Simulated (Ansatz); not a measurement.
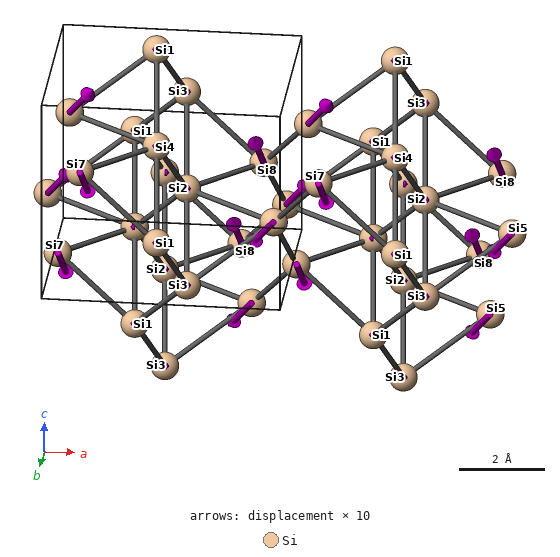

This is a relaxation of solid Si (a generated structure, set up in Pbcm). The starting structure is drawn; purple arrows show the displacements (the part carried along by the change of the cell is left out), 10 times their true length.

Style: ball-and-stick. Shown: the cell of the calculation, repeated 2 × 2 × 1 with one cell outlined, from a free direction.

These are results of DFT PBE, scalar-relativistic, plane waves, PAW (Ansatz), not measurements. (plane-wave cutoff 420 eV; k-point mesh 8 × 8 × 8; occupations gaussian; smearing width 0.1 eV; no spin polarisation; cell and atoms relaxed; force threshold 0.01 eV/Å; at most 80 steps)

Q: What happened in the run?

A: The largest moves relative to the cell, 0.14 Å, are those of Si atoms. The volume changes by +2.6 %, with a 5.690 → 5.923 Å (+4.1 %), b 4.584 → 4.470 Å (−2.5 %), c 5.051 → 5.106 Å (+1.1 %). Some distances before and after: Si–Si 2.553 → 2.520 Å, Si–Si 2.525 → 2.553 Å, Si–Si 2.493 → 2.466 Å, Si–Si 2.430 → 2.417 Å. Bond angles that change, for instance: Si–Si–Si 82.2° → 88.4°, Si–Si–Si 141.3° → 135.3°, Si–Si–Si 85.5° → 90.6°. The space group stays Pbcm (No. 57). After 6 accepted moves (8 points after the start) the energy has fallen by 6.9 meV per atom. The largest force component goes from 0.063 to 0.00061 eV/Å. Pressure: 0.19 GPa at the start and 0.02 GPa at the end. The line search rejected the trial step at point 3 of the run. At 1 point the geometry stayed and the basis and grid were re-selected for the new cell (energy shift of 0.1 meV per atom at most each time). Cost: 3.1 min on 1 thread of Arm Neoverse V2 (shared host), peak memory 0.59 GiB.
